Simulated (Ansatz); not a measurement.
# N_O in MgO (Fm-3m): charge-transition levels and formation energies

Aim: at which Fermi levels does N_O in MgO (Fm-3m) change its charge? The model is a cell of 54 host atoms with 1 O taken out and 1 N put in.

Program: Ansatz 0.2.0. Level of theory: place-levels on r2SCAN runs: charge-transition levels and formation energies with image-charge correction and potential alignment at the atomic sites; PAW set soft_1. Results are calculated unless marked as measured.

**Measured values to reproduce.**

For MgO, rocksalt (bulk crystal), “Electronic structure of alkaline earth and post-transition metal oxides” (2009, arxiv:0908.1581) quotes earlier work: band gap (literature experimental gap) 7.83 eV [Literature value based on experiment; other listed experimental values range from 7.7 to …].

## Step 1: The starting structure

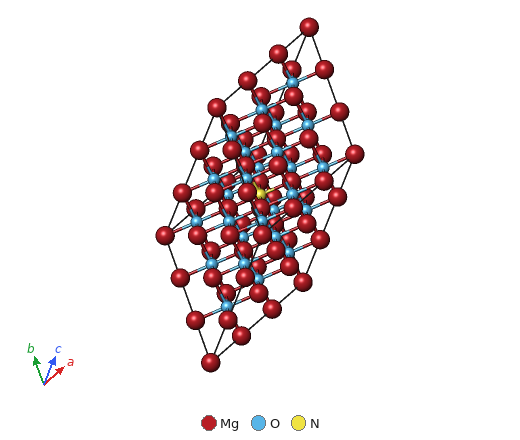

The starting structure, seen from a free direction (magnesium red, oxygen blue, nitrogen yellow). Bonds to atoms that aren't drawn are left out. Some periodic images of atoms are drawn too.

The cell holds 54 atoms: 27 Mg, 26 O and 1 N. Its edges and angles: a = 8.925 Å, b = 8.925 Å, c = 8.925 Å, α = 60.0°, β = 60.0°, γ = 60.0°. It derives from MgO (space group Fm-3m). Nearest the centre at fractional (0.500, 0.500, 0.500): N28 at 0.00 Å, Mg51 at 2.10 Å, Mg47 at 2.10 Å, Mg35 at 2.10 Å, Mg45 at 2.10 Å, Mg29 at 2.10 Å, Mg33 at 2.10 Å, O30 at 2.98 Å.

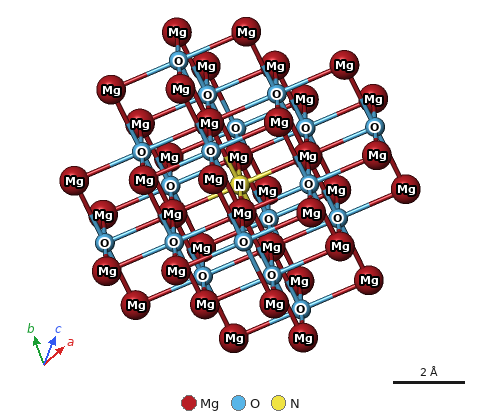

The atoms within 5 Å of the centre.

As a file:

```xyz
54
Lattice="0.0000 6.3112 6.3112 6.3112 0.0000 6.3112 6.3112 6.3112 0.0000" Properties=species:S:1:pos:R:3 pbc="T T T"
Mg    0.0000    0.0000    0.0000
O     2.1037    2.1037    2.1037
Mg    2.1037    2.1037    0.0000
O     4.2075    4.2075    2.1037
Mg    4.2075    4.2075    0.0000
O     6.3112    6.3112    2.1037
Mg    2.1037    0.0000    2.1037
O     4.2075    2.1037    4.2075
Mg    4.2075    2.1037    2.1037
O     6.3112    4.2075    4.2075
Mg    6.3112    4.2075    2.1037
O     8.4150    6.3112    4.2075
Mg    4.2075    0.0000    4.2075
O     6.3112    2.1037    6.3112
Mg    6.3112    2.1037    4.2075
O     8.4150    4.2075    6.3112
Mg    8.4150    4.2075    4.2075
O    10.5187    6.3112    6.3112
Mg    0.0000    2.1037    2.1037
O     2.1037    4.2075    4.2075
Mg    2.1037    4.2075    2.1037
O     4.2075    6.3112    4.2075
Mg    4.2075    6.3112    2.1037
O     6.3112    8.4150    4.2075
Mg    2.1037    2.1037    4.2075
O     4.2075    4.2075    6.3112
Mg    4.2075    4.2075    4.2075
N     6.3112    6.3112    6.3112
Mg    6.3112    6.3112    4.2075
O     8.4150    8.4150    6.3112
Mg    4.2075    2.1037    6.3112
O     6.3112    4.2075    8.4150
Mg    6.3112    4.2075    6.3112
O     8.4150    6.3112    8.4150
Mg    8.4150    6.3112    6.3112
O    10.5187    8.4150    8.4150
Mg    0.0000    4.2075    4.2075
O     2.1037    6.3112    6.3112
Mg    2.1037    6.3112    4.2075
O     4.2075    8.4150    6.3112
Mg    4.2075    8.4150    4.2075
O     6.3112   10.5187    6.3112
Mg    2.1037    4.2075    6.3112
O     4.2075    6.3112    8.4150
Mg    4.2075    6.3112    6.3112
O     6.3112    8.4150    8.4150
Mg    6.3112    8.4150    6.3112
O     8.4150   10.5187    8.4150
Mg    4.2075    4.2075    8.4150
O     6.3112    6.3112   10.5187
Mg    6.3112    6.3112    8.4150
O     8.4150    8.4150   10.5187
Mg    8.4150    8.4150    8.4150
O    10.5187   10.5187   10.5187
```

Known beforehand: the electronic dielectric constant, 3.24, and the static one, 10.37, from a response run on this crystal (DFPT, PBEsol) at that run's own cell.

The cell's shortest repeat is 8.9 Å.

## Step 2: What was run first

A transition level is the Fermi level at which two charge states cost the same, so each charge needs its own total energy, at its own relaxed structure.

Random displacements of about 0.05 Å break the site symmetry at the start, so that the relaxation can reach a distorted minimum if there is one. Forces are taken at one point at (¼, ¼, ¼). The cell holds 1 electron more than the neutral one, with a uniform background that keeps it neutral on the whole.

The sampling was tested on the host first: at the k-points planned (1x1x1 shifted 0.25 0.25 0.25) its energy lies 0.020 eV an atom from the dense-mesh value, under the bound of 0.02 eV set for this test; that bounds the host's error, not the defect's.

One state's input; the others differ in charge, spin, start and seed, and in occupations where the table says so.

qm1.relax/input.yaml reads:

```yaml
crystal:
  lattice:
    - [0.0, 2.10374764, 2.10374764]
    - [2.10374764, 0.0, 2.10374764]
    - [2.10374764, 2.10374764, 0.0]
  atoms:
    - { symbol: Mg, position: [0.0, 0.0, 0.0] }
    - { symbol: O, position: [0.5, 0.5, 0.5] }
  supercell: [3, 3, 3]
  defects: [{ substitution: { at: 27, symbol: "N" } }]
total_charge: -1
basis:
  ecutwfc: 500
  xc_grid: 2
hamiltonian:
  xc: r2scan
  pseudopotentials: { kind: paw, azcp: { folder: soft_1 } }
kpoints:
  mp_grid: { grid: [1, 1, 1], shift: [0.25, 0.25, 0.25] }
scf:
  occupations: { method: fixed }
  max_iter: 100
output:
  forces: true
  charged_corrections: { epsilon: 3.24, static_epsilon: 10.37 }
relax:
  f_tol: 0.02
  max_steps: 80
  random_displacement: { amplitude: 0.05, seed: 7894 }
checkpoint:
  write: "../qm1.relax.run"
  compress: false
  write_wavefunctions: true
  write_every: 100000
```

On the command line:

```console
> ansatz run input.yaml --threads 4 --pin off --max-ram 7536MiB --backend cpu --events-out ev --progress --plain --runs-dir out
```

Defect states can disperse in a cell of this size, so the energy is taken again at a 2×2×2 shifted mesh, on the relaxed structure.

The run of this state that the levels use, under r2SCAN:

qm1.point/input.yaml reads:

```yaml
crystal:
  checkpoint: "../qm1.relax.run"
  host: checkpoint
total_charge: -1
basis:
  ecutwfc: 500
  xc_grid: 2
hamiltonian:
  xc: r2scan
  pseudopotentials: { kind: paw, azcp: { folder: soft_1 } }
kpoints:
  mp_grid: { grid: [2, 2, 2], shift: [0.5, 0.5, 0.5] }
scf:
  occupations: { method: fermi_dirac, width: 0.01 }
  max_iter: 100
output:
  forces: true
  eigenvalues: true
  charged_corrections:
    epsilon: 3.24
    static_epsilon: 10.37
    defect_position: [0.5, 0.5, 0.5]
  eigenstates: { localisation: true }
  populations: true
  band_densities: [{ bands: [v1, v1] }, { bands: [c1, c1] }]
  write_density: true
  write_potential: true
  volumetric_format: npy
checkpoint:
  read: "../qm1.relax.run"
  write: "../qm1.point.run"
  compress: false
  write_wavefunctions: false
  write_every: 100000
```

Relaxations under r2SCAN at one point at (¼, ¼, ¼); times on 4 threads of Intel Xeon Platinum 8259CL at 2.50GHz (Skylake/Cascade Lake), shared host:

| charge | moment (μB) | occupations | outcome | steps | largest displacement against the far atoms (Å) | time |
| --- | --- | --- | --- | --- | --- | --- |
| −1 | 0 | fixed | converged | 4 | 0.05 | 57 s |
| 0 | 1 | fixed | converged | 11 | 0.06 | 6.3 min |

Single points under r2SCAN at a 2×2×2 shifted mesh; times on 4 threads of Intel Xeon Platinum 8259CL at 2.50GHz (Skylake/Cascade Lake), shared host:

| charge | moment (μB) | occupations | outcome | time |
| --- | --- | --- | --- | --- |
| −1 | 0 | fermi-dirac | converged | 65 s |
| 0 | 1 | fermi-dirac | converged | 3.9 min |

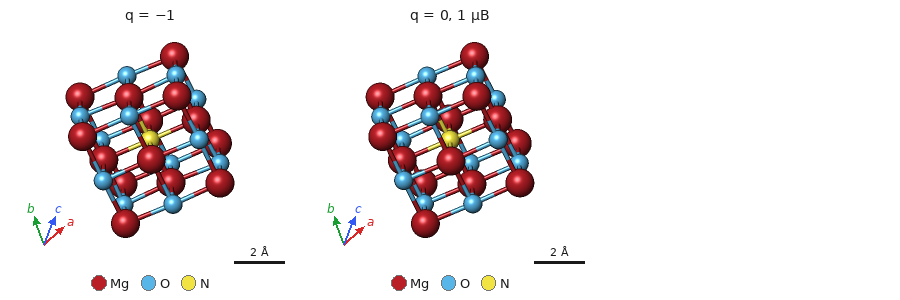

The structures near the centre after relaxation with r2SCAN, by charge.

Distances (Å) from N28 to the nearest atoms after relaxation with r2SCAN:

| charge | moment (μB) | 1. | 2. | 3. | 4. | 5. | 6. |
| --- | --- | --- | --- | --- | --- | --- | --- |
| −1 | 0 | Mg 2.05 | Mg 2.05 | Mg 2.05 | Mg 2.05 | Mg 2.05 | Mg 2.05 |
| 0 | 1 | Mg 2.12 | Mg 2.12 | Mg 2.12 | Mg 2.13 | Mg 2.14 | Mg 2.14 |

## Step 3: Placing the levels, r2SCAN

A charged cell interacts with its images and the background, and its potential has another zero than the host's. place-levels removes the first by a point-charge model, screened by the static dielectric constant since the ions have relaxed around the charge, and the second by comparing potentials at atoms far from the defect.

The host is a run of the defect-free crystal in the same cutoffs, grids and k-points, so that basis and sampling errors cancel in part in the differences. The host is run in a cell of 2 atoms on a matching mesh. Its band edges are searched through the zone by a band path, so the gap is smaller than, or equal to, that on the mesh. Chemical potentials are energies per atom of O (O2 molecule) and N (N2 molecule), run with the same functional and cutoff.

levels.point.yaml reads:

```yaml
host:
  run: host.point.run
states: [qm1.point.run, q0_M1.point.run]
geometry_from:
  qm1.point.run: qm1.relax.run
  q0_M1.point.run: q0_M1.relax.run
chemical_potentials:
  O:
    energy: -565.989614
    dataset: <sha256 of the dataset>
  "N":
    energy: -384.814403
    dataset: "<sha256 of the dataset>"
epsilon: 3.24
static_epsilon: 10.37
vertical:
  - { from: qm1.point.run, to: qm1.point_neutral.run }
```

On the command line:

```console
> ansatz place-levels levels.point.yaml -- --threads 4 --pin off --max-ram 7536MiB
```

Numbers of over 12 decimals in the logs are rounded to 6 here.

What it wrote:

```text
[... repeated set-up lines and file paths are left out, and long positions are rounded to six places ...]
(0/-1) 1.775 eV above the valence edge, 3.902 eV under the conduction edge
formation energy of charge 0: +6.097 eV with the Fermi level at the valence edge
formation energy of charge -1: +7.873 eV with the Fermi level at the valence edge
vertical -1 to 0: no energy, since no alignment is typed
  the change from vertical[0].from (qm1.point.run) to vertical[0].to (qm1.point_neutral.run): by its potential at epsilon 3.24 it stands at 0.500 0.501 0.500, with an rms radius of about 1.1 Å (0.7 0.6 0.6 Å across the planes of the cell's vectors); [...]
  edges by r2scan, gap 5.678 eV; the host is sampled to repeats of 17.85 Å
  the defect's cells are sampled to repeats of 17.85 Å, like sampling
  charge 0: +0.000 eV for its dipole among its images, +0.000 omitted
  charge -1: -67257.9772 eV with its correction of +0.261 eV, at epsilon 10.37, aligned at sites: -0.0093 eV, mean over 21 atomic sites at or beyond 4.46 Å from the defect at [0.5000, 0.5000, 0.5000], with +0.000000 for the charge's moments and without [...]
  of states[1] (q0_M1.point.run): its alignment with the host at atomic sites is doubtful: the cell is too small to show whether the defect's potential has decayed: take a larger one; stability_check_not_made
  of states[0] (qm1.point.run): its alignment with the host at atomic sites is doubtful: the cell is too small to show whether the defect's potential has decayed: take a larger one
  of vertical[0].to (qm1.point_neutral.run): stability_check_not_made
```

Elapsed: 0.51 s, on 4 threads of Intel Xeon Platinum 8259CL at 2.50GHz (Skylake/Cascade Lake), shared host.

Levels between the charges placed, in eV above the valence top:

|  | gap (eV) | (0/−1) |
| --- | --- | --- |
| r2SCAN | 5.68 | 1.78 |

Corrections by state:

| charge | moment (μB) | image terms and alignment (eV) | band filling (eV) | ε used | over the lowest of its charge, as the program ranks them, band filling apart (eV) |
| --- | --- | --- | --- | --- | --- |
| 0 | 1.0 | 0.000 | - | - | 0.000 |
| −1 | 0.0 | 0.261 | - | 10.37 | 0.000 |

The charged structures listed were also run neutral, and place-levels reads from each pair, by the potential or the spins, how wide the charge is by which they differ; that can be the carrier of either run.

| charge | rms radius (Å) | spread where it is widest against the cell (Å) | wide from (Å) | reading |
| --- | --- | --- | --- | --- |
| −1 | 1.1 | 0.70 | 1.26 | narrow |

The neutral runs of these pairs need not share the spin of the lowest neutral state, and very wide values only mean spread over the cell.

From the program's caveats on the states, each cut to its opening words:

- charge 0 (1 μB), −1: its alignment with the host at atomic sites is doubtful: the cell is too small to show whether the defect's potential has decayed: take a larger one
- charge 0 (1 μB): flagged: stability check not made

The host's formation energy from the elements is -2.963 eV per atom; it sets how far the chemical potentials can move.

Limit set by the element alone; other compounds of these elements are not counted. Chemical potentials from the elements' reference states: Mg 0.00 eV, O -5.93 eV, N 0.00 eV. Formation energy by charge state (Mg-rich; gap 5.68 eV):

| charge | at valence top (eV) | at conduction bottom (eV) | correction included (eV) |
| --- | --- | --- | --- |
| 0 | 0.17 | 0.17 | 0.00 |
| −1 | 1.95 | -3.73 | 0.26 |

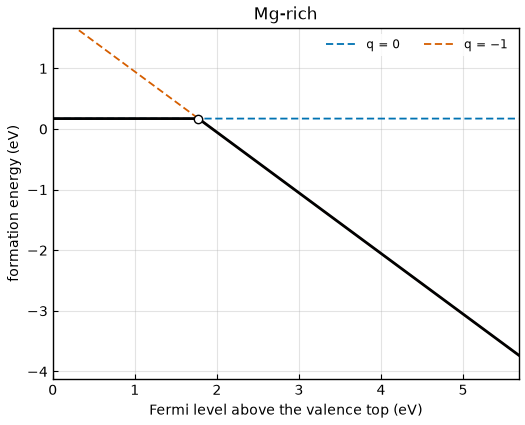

Formation energy against Fermi level; the thick line follows the lowest charge state and circles mark the transition levels.

Limit set by the element alone; other compounds of these elements are not counted. Chemical potentials from the elements' reference states: O 0.00 eV, Mg -5.93 eV, N 0.00 eV. Formation energy by charge state (O-rich; gap 5.68 eV):

| charge | at valence top (eV) | at conduction bottom (eV) | correction included (eV) |
| --- | --- | --- | --- |
| 0 | 6.10 | 6.10 | 0.00 |
| −1 | 7.87 | 2.19 | 0.26 |

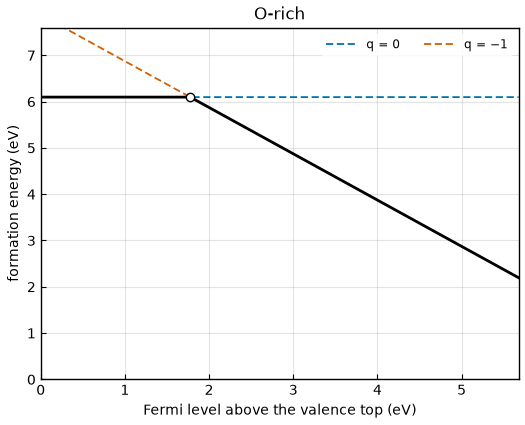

Formation energy against Fermi level; the thick line follows the lowest charge state and circles mark the transition levels.

Charge transition levels, in eV, zero at the valence-band top of the host:

|  | conduction bottom | valence top |
| --- | --- | --- |
| N_O | 5.68 | 0.00 |

|  | level | energy (eV) |
| --- | --- | --- |
| N_O | (0/−1) | 1.78 |

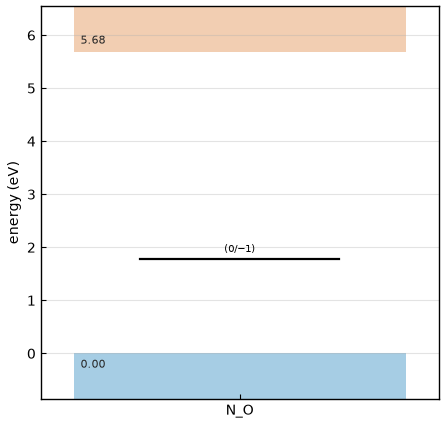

Charge transition levels. Shaded: valence and conduction bands.

## Step 4: The same at the relaxations' own k-points

The relaxations' own energies give the levels at their sampling, for comparison.

levels.relax_mesh.yaml reads:

```yaml
host:
  run: host.relax.run
states: [qm1.relax.run, q0_M1.relax.run]
chemical_potentials:
  O:
    energy: -565.989614
    dataset: <sha256 of the dataset>
  "N":
    energy: -384.814403
    dataset: "<sha256 of the dataset>"
```

On the command line:

```console
> ansatz place-levels levels.relax_mesh.yaml -- --threads 4 --pin off --max-ram 7536MiB
```

What it wrote:

```text
(0/-1) 1.876 eV above the valence edge, 3.783 eV under the conduction edge
formation energy of charge 0: +6.026 eV with the Fermi level at the valence edge
formation energy of charge -1: +7.902 eV with the Fermi level at the valence edge
  edges by r2scan, gap 5.659 eV; the host is sampled to repeats of 8.93 Å
[... the lines on each state left out ...]
```

Elapsed: 0.19 s, on 4 threads.

Levels between neighbouring charges, in eV above the valence top:

|  | gap (eV) | (0/−1) |
| --- | --- | --- |
| one point at (¼, ¼, ¼) | 5.66 | 1.88 |
| a 2×2×2 shifted mesh | 5.68 | 1.78 |

Going from one point at (¼, ¼, ¼) to a 2×2×2 shifted mesh moves the levels that carry no band-filling term by up to 0.10 eV and formation energies against the elements by up to 0.07 eV.

## Step 5: What a wrong or other choice does

In this try the input is made faulty on purpose, to show what that does.

Another version of the file is tried.

levels.try1.yaml is levels.point.yaml with these lines changed:

```diff
-states: [qm1.point.run, q0_M1.point.run]
+states: [qm1.relax.run, q0_M1.point.run]
-  qm1.point.run: qm1.relax.run
```

On the command line:

```console
> ansatz place-levels levels.try1.yaml -- --threads 4 --pin off --max-ram 7536MiB
```

What it wrote:

```text
Error: states: the states of charge -1 and +0 were not made alike: the mesh or its shifts (kpoints.further_shifts), scf.occupations
```

The change: a state from another k-mesh.

No levels were formed: the file was rejected.

## Step 6: What came out

| Item | Value |
| --- | --- |
| gap of the host | 5.68 eV (r2SCAN) |
| level (0/minus 1) | 1.78 eV above the valence top |
| lowest of the charges placed, just above the valence top (0.02 eV) | 0 |
| lowest of the charges placed, just below the conduction bottom (0.02 eV) | −1 |
| lowest formation energy at mid-gap of the charges run, Mg-rich | -0.89 eV |
| lowest formation energy at mid-gap of the charges run, O-rich | 5.03 eV |

In words: Of the charges placed (−1 and 0), the lowest changes at 1.78 eV (0/−1) above the valence top, in a gap of 5.68 eV. Charges above 0 and below −1 were not placed, so these runs say nothing of levels that involve them. States placed: 0 at 1 μB; −1 at 0 μB. Other spin states or structures, where not listed, weren't placed. N is taken at its element; compounds, which aren't counted here, bound the chemical potentials and would shift these formation energies. Going from one point at (¼, ¼, ¼) to a 2×2×2 shifted mesh moves the levels that carry no band-filling term by up to 0.10 eV and formation energies against the elements by up to 0.07 eV. The program doubts the alignment of potentials for at least one state, a sign that the cell is small. Keep in mind: the images are only 8.9 Å apart; r2SCAN makes the gap too small and tends to spread out bound carriers; where a gas molecule sets a chemical potential or the host's formation energy, its binding is uncorrected.

Computed beside measured:

```
                             quantity  measured           r2SCAN
band gap (least gap of the host) (eV)      7.83  5.68 (-2.15 eV)
```

Measured values from arxiv:0908.1581 (2009).

How well it matches: The band gap is off by -2.15 eV: a clear miss. Local and semilocal functionals usually give gaps below the measured ones. Zero-point and thermal motion shift the measured gap.

[Logs are printed without paths, hosts, clocks, repeated set-up lines and the standing remarks that a program may print on its own settings, such as how far it seeks lower states.]

[Hosts, paths, dates, database ids (printed as entryN), source tags and the programs' standing remarks are cut or masked in the printed files.]

[Where a table of states has a column of steps, it counts the stored structures, which are thinned; the runs took as many ionic steps or more.]

[A defect's name tells the site on which it was built; relaxed atoms can leave that site.]

[For some hosts the program warned that the k-mesh of the response run may be too coarse for force constants and the static dielectric constant; such warnings are not shown here.]
